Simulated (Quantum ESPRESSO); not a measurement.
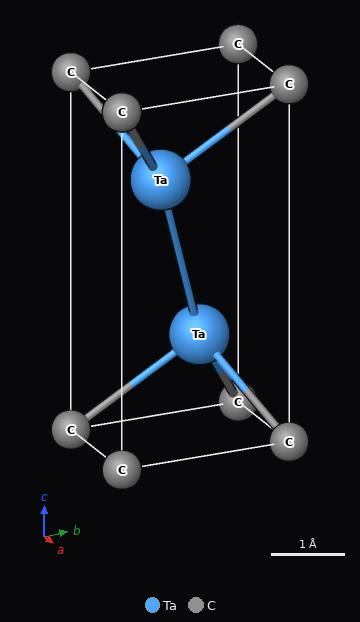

*The input geometry (ball-and-stick view of the cell of the calculation, seen slightly off an axis). An atom can appear more than once, as a periodic image.*

Near neighbours in the periodic cell (some may lie outside the picture): Ta has 3 C at 2.21 Å and 12 Ta at 3.08 to 3.15 Å; C has 6 Ta at 2.21 Å.

## Single-point calculation of Ta₂C (part 1 of 2)

- system: Ta₂C (3 atoms in the cell)
- method: Kohn-Sham DFT of a periodic cell, PBEsol, GBRV 1.5 PBEsol, no spin polarisation (Quantum ESPRESSO 7.5)

The structure derives from an entry of the Crystallography Open Database. The volume is scaled by 1.04.

**The input**
```
&CONTROL
  calculation = 'scf'
  prefix = 'pwscf'
  outdir = './tmp'
  pseudo_dir = './pseudo'
  tstress = .true.
  disk_io = 'nowf'
/
&SYSTEM
  ibrav = 0
  nat = 3
  ntyp = 2
  ecutwfc = 56
  ecutrho = 448
  nbnd = 22
  occupations = 'smearing'
  smearing = 'fd'
  degauss = 0.00367493
/
&ELECTRONS
  conv_thr = 6d-10
  electron_maxstep = 120
  mixing_beta = 0.5
/
ATOMIC_SPECIES
Ta   180.9479 ta_pbesol_v1.uspp.F.UPF
C     12.0110 c_pbesol_v1.2.uspp.F.UPF
CELL_PARAMETERS angstrom
   3.1467717923    0.0000000000    0.0000000000
  -1.5733858962    2.7251843121    0.0000000000
   0.0000000000    0.0000000000    5.0114916751
ATOMIC_POSITIONS crystal
Ta     0.6666666667    0.3333333333    0.7479900000
Ta     0.3333333333    0.6666666667    0.2520100000
C      0.0000000000    0.0000000000    0.0000000000
K_POINTS automatic
10 10 6 0 0 0
```

Run as:
```bash
OMP_NUM_THREADS=1 mpirun -n 2 pw.x -nk 2 -in pw.in > pw.out
```

**Log**
```
This program is part of the open-source Quantum ESPRESSO suite
     for quantum simulation of materials; please cite
         "P. Giannozzi et al., J. Phys.:Condens. Matter 21 395502 (2009);
         "P. Giannozzi et al., J. Phys.:Condens. Matter 29 465901 (2017);
         "P. Giannozzi et al., J. Chem. Phys. 152 154105 (2020);
          URL
     in publications or presentations arising from this work. More details at

     Message from routine setup:
     using ibrav=0 with symmetry is DISCOURAGED, use correct ibrav instead

     K-points division:     npool     =       2
     Subspace diagonalization in iterative solution of the eigenvalue problem:
     a serial algorithm will be used

     G-vector sticks info
     --------------------
     sticks:   dense  smooth     PW     G-vecs:    dense   smooth      PW
     Sum        1075     547    163                46281    16395    2707

     Using Slab Decomposition

     bravais-lattice index     =            0
     lattice parameter (alat)  =       5.9465  a.u.
     unit-cell volume          =     290.0179 (a.u.)^3
     number of atoms/cell      =            3
     number of atomic types    =            2
     number of electrons       =        30.00
     number of Kohn-Sham states=           22
     kinetic-energy cutoff     =      56.0000  Ry
     charge density cutoff     =     448.0000  Ry
     scf convergence threshold =      6.0E-10
     mixing beta               =       0.5000
     number of iterations used =            8  plain     mixing
     Exchange-correlation= SLA  PW   PSX  PSC
                           (   1   4  10   8   0   0   0)

     celldm(1)=   5.946537  celldm(2)=   0.000000  celldm(3)=   0.000000
     celldm(4)=   0.000000  celldm(5)=   0.000000  celldm(6)=   0.000000

     crystal axes: (cart. coord. in units of alat)
               a(1) = (   1.000000   0.000000   0.000000 )
               a(2) = (  -0.500000   0.866025   0.000000 )
               a(3) = (   0.000000   0.000000   1.592582 )

     reciprocal axes: (cart. coord. in units 2 pi/alat)
               b(1) = (  1.000000  0.577350 -0.000000 )
               b(2) = (  0.000000  1.154701  0.000000 )
               b(3) = (  0.000000 -0.000000  0.627911 )

     PseudoPot. # 1 for Ta read from file:
     ta_pbesol_v1.uspp.F.UPF
     Pseudo is Ultrasoft + core correction, Zval = 13.0
     Generated by new atomic code, or converted to UPF format
     Using radial grid of  921 points,  7 beta functions with:
                l(1) =   0
                l(2) =   0
                l(3) =   1
                l(4) =   1
                l(5) =   2
                l(6) =   2
                l(7) =   3
     Q(r) pseudized with  6 coefficients,  rinner =    1.300   1.300   1.300
                                                       1.300   1.300   1.300
                                                       1.300

     PseudoPot. # 2 for C  read from file:
     c_pbesol_v1.2.uspp.F.UPF
     Pseudo is Ultrasoft + core correction, Zval =  4.0
     Generated by new atomic code, or converted to UPF format
     Using radial grid of  721 points,  4 beta functions with:
                l(1) =   0
                l(2) =   0
                l(3) =   1
                l(4) =   1
     Q(r) pseudized with  8 coefficients,  rinner =    1.100   1.100   1.100

     atomic species   valence    mass     pseudopotential
     Ta               13.00   180.94790     Ta( 1.00)
     C                 4.00    12.01100     C ( 1.00)

     12 Sym. Ops., with inversion, found

   Cartesian axes

     site n.     atom                  positions (alat units)
         1        Ta     tau(   1) = (   0.5000000   0.2886751   1.1912353  )
         2        Ta     tau(   2) = (  -0.0000000   0.5773503   0.4013466  )
         3        C      tau(   3) = (   0.0000000   0.0000000   0.0000000  )

     number of k points=    72  Fermi-Dirac smearing, width (Ry)=  0.0037
                       cart. coord. in units 2pi/alat
        k(    1) = (   0.0000000   0.0000000   0.0000000), wk =   0.0033333
        k(    2) = (   0.0000000   0.0000000   0.1046519), wk =   0.0066667
        k(    3) = (   0.0000000   0.0000000   0.2093037), wk =   0.0066667
        k(    4) = (   0.0000000   0.0000000  -0.3139556), wk =   0.0033333
        k(    5) = (   0.0000000   0.1154701   0.0000000), wk =   0.0200000
        k(    6) = (   0.0000000   0.1154701   0.1046519), wk =   0.0200000
        k(    7) = (   0.0000000   0.1154701   0.2093037), wk =   0.0200000
        k(    8) = (   0.0000000   0.1154701  -0.3139556), wk =   0.0200000
        k(    9) = (   0.0000000   0.2309401   0.0000000), wk =   0.0200000
        k(   10) = (   0.0000000   0.2309401   0.1046519), wk =   0.0200000
        k(   11) = (   0.0000000   0.2309401   0.2093037), wk =   0.0200000
        k(   12) = (   0.0000000   0.2309401  -0.3139556), wk =   0.0200000
        k(   13) = (   0.0000000   0.3464102   0.0000000), wk =   0.0200000
        k(   14) = (   0.0000000   0.3464102   0.1046519), wk =   0.0200000
        k(   15) = (   0.0000000   0.3464102   0.2093037), wk =   0.0200000
        k(   16) = (   0.0000000   0.3464102  -0.3139556), wk =   0.0200000
        k(   17) = (   0.0000000   0.4618802   0.0000000), wk =   0.0200000
        k(   18) = (   0.0000000   0.4618802   0.1046519), wk =   0.0200000
        k(   19) = (   0.0000000   0.4618802   0.2093037), wk =   0.0200000
        k(   20) = (   0.0000000   0.4618802  -0.3139556), wk =   0.0200000
        k(   21) = (   0.0000000  -0.5773503   0.0000000), wk =   0.0100000
        k(   22) = (   0.0000000  -0.5773503   0.1046519), wk =   0.0200000
        k(   23) = (   0.0000000  -0.5773503   0.2093037), wk =   0.0200000
        k(   24) = (   0.0000000  -0.5773503  -0.3139556), wk =   0.0100000
        k(   25) = (   0.1000000   0.1732051   0.0000000), wk =   0.0200000
        k(   26) = (   0.1000000   0.1732051   0.1046519), wk =   0.0400000
        k(   27) = (   0.1000000   0.1732051   0.2093037), wk =   0.0400000
        k(   28) = (   0.1000000   0.1732051  -0.3139556), wk =   0.0200000
        k(   29) = (   0.1000000   0.2886751   0.0000000), wk =   0.0400000
        k(   30) = (   0.1000000   0.2886751   0.1046519), wk =   0.0400000
        k(   31) = (   0.1000000   0.2886751   0.2093037), wk =   0.0400000
        k(   32) = (   0.1000000   0.2886751  -0.3139556), wk =   0.0400000
        k(   33) = (   0.1000000   0.4041452   0.0000000), wk =   0.0400000
        k(   34) = (   0.1000000   0.4041452   0.1046519), wk =   0.0400000
        k(   35) = (   0.1000000   0.4041452   0.2093037), wk =   0.0400000
        k(   36) = (   0.1000000   0.4041452  -0.3139556), wk =   0.0400000
        k(   37) = (   0.1000000   0.5196152   0.0000000), wk =   0.0400000
        k(   38) = (   0.1000000   0.5196152   0.1046519), wk =   0.0400000
        k(   39) = (   0.1000000   0.5196152   0.2093037), wk =   0.0400000
        k(   40) = (   0.1000000   0.5196152  -0.3139556), wk =   0.0400000
        k(   41) = (   0.2000000   0.3464102   0.0000000), wk =   0.0200000
        k(   42) = (   0.2000000   0.3464102   0.1046519), wk =   0.0400000
        k(   43) = (   0.2000000   0.3464102   0.2093037), wk =   0.0400000
        k(   44) = (   0.2000000   0.3464102  -0.3139556), wk =   0.0200000
        k(   45) = (   0.2000000   0.4618802   0.0000000), wk =   0.0400000
        k(   46) = (   0.2000000   0.4618802   0.1046519), wk =   0.0400000
        k(   47) = (   0.2000000   0.4618802   0.2093037), wk =   0.0400000
        k(   48) = (   0.2000000   0.4618802  -0.3139556), wk =   0.0400000
        k(   49) = (   0.2000000   0.5773503   0.0000000), wk =   0.0200000
        k(   50) = (   0.2000000   0.5773503   0.1046519), wk =   0.0400000
        k(   51) = (   0.2000000   0.5773503   0.2093037), wk =   0.0400000
        k(   52) = (   0.2000000   0.5773503  -0.3139556), wk =   0.0200000
        k(   53) = (   0.3000000   0.5196152   0.0000000), wk =   0.0200000
        k(   54) = (   0.3000000   0.5196152   0.1046519), wk =   0.0400000
        k(   55) = (   0.3000000   0.5196152   0.2093037), wk =   0.0400000
        k(   56) = (   0.3000000   0.5196152  -0.3139556), wk =   0.0200000
        k(   57) = (   0.0000000   0.1154701  -0.1046519), wk =   0.0200000
        k(   58) = (   0.0000000   0.1154701  -0.2093037), wk =   0.0200000
        k(   59) = (   0.0000000   0.2309401  -0.1046519), wk =   0.0200000
        k(   60) = (   0.0000000   0.2309401  -0.2093037), wk =   0.0200000
        k(   61) = (   0.0000000   0.3464102  -0.1046519), wk =   0.0200000
        k(   62) = (   0.0000000   0.3464102  -0.2093037), wk =   0.0200000
        k(   63) = (   0.0000000   0.4618802  -0.1046519), wk =   0.0200000
        k(   64) = (   0.0000000   0.4618802  -0.2093037), wk =   0.0200000
        k(   65) = (  -0.1000000   0.2886751  -0.1046519), wk =   0.0400000
        k(   66) = (  -0.1000000   0.2886751  -0.2093037), wk =   0.0400000
        k(   67) = (  -0.1000000   0.4041452  -0.1046519), wk =   0.0400000
        k(   68) = (  -0.1000000   0.4041452  -0.2093037), wk =   0.0400000
        k(   69) = (  -0.1000000   0.5196152  -0.1046519), wk =   0.0400000
        k(   70) = (  -0.1000000   0.5196152  -0.2093037), wk =   0.0400000
        k(   71) = (  -0.2000000   0.4618802  -0.1046519), wk =   0.0400000
        k(   72) = (  -0.2000000   0.4618802  -0.2093037), wk =   0.0400000

     Dense  grid:    46281 G-vectors     FFT dimensions: (  45,  45,  64)

     Smooth grid:    16395 G-vectors     FFT dimensions: (  30,  30,  45)

     Initial potential from superposition of free atoms

     starting charge      29.9979, renormalised to      30.0000

     negative rho (up, down):  1.887E-01 0.000E+00
     Starting wfcs are   30 randomized atomic wfcs

     Self-consistent Calculation

     iteration #  1     ecut=    56.00 Ry     beta= 0.50
     Davidson diagonalization with overlap
     ethr =  1.00E-02,  avg # of iterations =  2.0

     negative rho (up, down):  1.943E-01 0.000E+00

     total energy              =    -294.87233716 Ry
     estimated scf accuracy    <       0.63924317 Ry

     iteration #  2     ecut=    56.00 Ry     beta= 0.50
     Davidson diagonalization with overlap
     ethr =  2.13E-03,  avg # of iterations =  2.8

     negative rho (up, down):  1.964E-01 0.000E+00

     total energy              =    -295.02632618 Ry
     estimated scf accuracy    <       0.51785304 Ry

     iteration #  3     ecut=    56.00 Ry     beta= 0.50
     Davidson diagonalization with overlap
     ethr =  1.73E-03,  avg # of iterations =  2.1

     negative rho (up, down):  1.986E-01 0.000E+00

     total energy              =    -295.12090787 Ry
     estimated scf accuracy    <       0.00752227 Ry

     iteration #  4     ecut=    56.00 Ry     beta= 0.50
     Davidson diagonalization with overlap
     ethr =  2.51E-05,  avg # of iterations =  3.1

     negative rho (up, down):  2.012E-01 0.000E+00

     total energy              =    -295.12194514 Ry
     estimated scf accuracy    <       0.00120799 Ry

     iteration #  5     ecut=    56.00 Ry     beta= 0.50
     Davidson diagonalization with overlap
     ethr =  4.03E-06,  avg # of iterations =  2.3

     negative rho (up, down):  2.015E-01 0.000E+00

     total energy              =    -295.12202864 Ry
     estimated scf accuracy    <       0.00007720 Ry

     iteration #  6     ecut=    56.00 Ry     beta= 0.50
     Davidson diagonalization with overlap
     ethr =  2.57E-07,  avg # of iterations =  2.8

     negative rho (up, down):  2.016E-01 0.000E+00

     total energy              =    -295.12204943 Ry
     estimated scf accuracy    <       0.00002243 Ry

     iteration #  7     ecut=    56.00 Ry     beta= 0.50
     Davidson diagonalization with overlap
     ethr =  7.48E-08,  avg # of iterations =  2.2

     negative rho (up, down):  2.016E-01 0.000E+00

     total energy              =    -295.12205446 Ry
     estimated scf accuracy    <       0.00000085 Ry

     iteration #  8     ecut=    56.00 Ry     beta= 0.50
     Davidson diagonalization with overlap
     ethr =  2.82E-09,  avg # of iterations =  2.0

     negative rho (up, down):  2.016E-01 0.000E+00

     total energy              =    -295.12205462 Ry
     estimated scf accuracy    <          9.2E-09 Ry

     iteration #  9     ecut=    56.00 Ry     beta= 0.50
     Davidson diagonalization with overlap
     ethr =  3.07E-11,  avg # of iterations =  2.5

     negative rho (up, down):  2.016E-01 0.000E+00

     End of self-consistent calculation

          k = 0.0000 0.0000 0.0000 (  2033 PWs)   bands (ev):

   -50.4090 -50.3533 -17.2748 -16.6890 -16.6890 -16.5910 -16.5910 -16.5149
     4.7649  10.9077  14.0882  14.0882  14.4634  17.5457  18.0413  18.0413
    18.6309  18.6309  19.8281  19.8281  20.3451  24.6862

          k = 0.0000 0.0000 0.1047 (  2039 PWs)   bands (ev):

   -50.4053 -50.3571 -17.2270 -16.6825 -16.6825 -16.5975 -16.5975 -16.5684
     4.8667  10.6978  14.0265  14.0265  14.6700  17.2575  17.8089  17.8089
    18.9064  18.9064  20.1999  20.1999  20.7225  23.8663

          k = 0.0000 0.0000 0.2093 (  2050 PWs)   bands (ev):

   -50.3952 -50.3673 -17.0952 -16.7118 -16.6648 -16.6648 -16.6154 -16.6154
     5.0873  10.2813  13.9148  13.9148  15.2010  16.6407  17.4488  17.4488
    19.6833  19.6833  20.7435  20.7435  21.3897  22.8646

          k = 0.0000 0.0000-0.3140 (  2038 PWs)   bands (ev):

   -50.3813 -50.3812 -16.9380 -16.8748 -16.6440 -16.6440 -16.6362 -16.6362
     5.2081  10.0706  13.8638  13.8638  15.8358  15.9829  17.3037  17.3037
    20.3307  20.3307  20.8409  20.8409  21.7010  22.4888

          k = 0.0000 0.1155 0.0000 (  2037 PWs)   bands (ev):

   -50.4050 -50.3517 -17.2514 -16.7396 -16.7067 -16.6406 -16.5962 -16.5239
     4.9435  11.1748  13.2267  14.1144  14.9725  17.2820  17.7141  18.2454
    18.3018  18.3648  20.1672  20.3623  21.2698  24.7955

          k = 0.0000 0.1155 0.1047 (  2035 PWs)   bands (ev):

   -50.4014 -50.3553 -17.2083 -16.7330 -16.6973 -16.6575 -16.6058 -16.5618
     5.0303  10.9675  13.3404  14.1410  14.9466  17.0243  17.5274  17.8679
    18.5708  18.9820  20.0602  20.7026  21.7547  23.9016

          k = 0.0000 0.1155 0.2093 (  2032 PWs)   bands (ev):

   -50.3917 -50.3651 -17.0894 -16.7517 -16.7057 -16.6757 -16.6276 -16.6236
     5.2214  10.5662  13.4960  14.0381  15.2042  16.5430  17.1656  17.5688
    19.2615  19.7783  20.4778  20.9899  22.2726  23.0035

          k = 0.0000 0.1155-0.3140 (  2030 PWs)   bands (ev):

   -50.3784 -50.3784 -16.9522 -16.8852 -16.6716 -16.6664 -16.6561 -16.6472
     5.3277  10.3616  13.5666  13.9209  15.7176  15.9695  16.9669  17.5366
    20.1341  20.1398  20.5775  20.8431  22.2087  22.8890

          k = 0.0000 0.2309 0.0000 (  2060 PWs)   bands (ev):

   -50.3941 -50.3477 -17.1864 -16.8715 -16.7664 -16.7501 -16.6125 -16.5521
     5.4057  11.8167  12.2951  14.0987  15.1038  16.2185  17.1941  18.3298
    18.7537  19.0735  20.7676  21.1939  22.7356  24.3983

          k = 0.0000 0.2309 0.1047 (  2051 PWs)   bands (ev):

   -50.3910 -50.3508 -17.1626 -16.8524 -16.7862 -16.7384 -16.6245 -16.5779
     5.4419  11.6980  12.5085  14.2073  14.9342  16.2396  17.0587  17.9823
    18.9423  19.0171  20.6929  21.3443  23.2370  23.5158

          k = 0.0000 0.2309 0.2093 (  2042 PWs)   bands (ev):

   -50.3825 -50.3593 -17.0929 -16.8631 -16.7901 -16.7116 -16.6518 -16.6386
     5.5540  11.3456  12.8387  14.1704  14.9084  16.2649  16.7113  17.9540
    19.2580  19.2865  20.8109  21.2933  22.4981  24.2208

          k = 0.0000 0.2309-0.3140 (  2042 PWs)   bands (ev):

   -50.3710 -50.3709 -17.0124 -16.9468 -16.7183 -16.7101 -16.6875 -16.6759
     5.6334  11.0973  12.9537  14.0337  15.2524  16.0515  16.4449  18.1541
    19.9950  20.0169  20.1354  20.8158  22.6604  23.9295

          k = 0.0000 0.3464 0.0000 (  2040 PWs)   bands (ev):

   -50.3797 -50.3436 -17.0979 -17.0295 -16.9146 -16.8004 -16.6356 -16.5996
     5.9525  11.4376  12.7518  13.9487  14.7178  15.7296  16.8445  18.9530
    19.6562  20.2141  21.2397  21.8315  23.7548  24.1923

          k = 0.0000 0.3464 0.1047 (  2052 PWs)   bands (ev):

   -50.3773 -50.3461 -17.1440 -16.9539 -16.9302 -16.7874 -16.6489 -16.6136
     5.9176  11.8266  12.6211  14.0910  14.6979  15.6047  16.6873  18.5193
    19.3218  20.0438  21.3514  21.8538  22.9402  25.0155

          k = 0.0000 0.3464 0.2093 (  2058 PWs)   bands (ev):

   -50.3707 -50.3527 -17.1539 -17.0075 -16.8269 -16.7563 -16.6807 -16.6538
     5.9390  11.8795  12.6626  14.1725  14.5920  15.7573  16.6779  18.4264
    18.9866  20.0481  21.1540  21.6040  22.5952  25.7867

          k = 0.0000 0.3464-0.3140 (  2044 PWs)   bands (ev):

   -50.3617 -50.3617 -17.1206 -17.0721 -16.7307 -16.7259 -16.7191 -16.7113
     5.9970  11.4915  12.8148  14.0981  15.0205  15.5624  16.6673  18.7971
    19.4749  20.3103  20.3687  21.0440  23.1433  25.0079

          k = 0.0000 0.4619 0.0000 (  2038 PWs)   bands (ev):
```
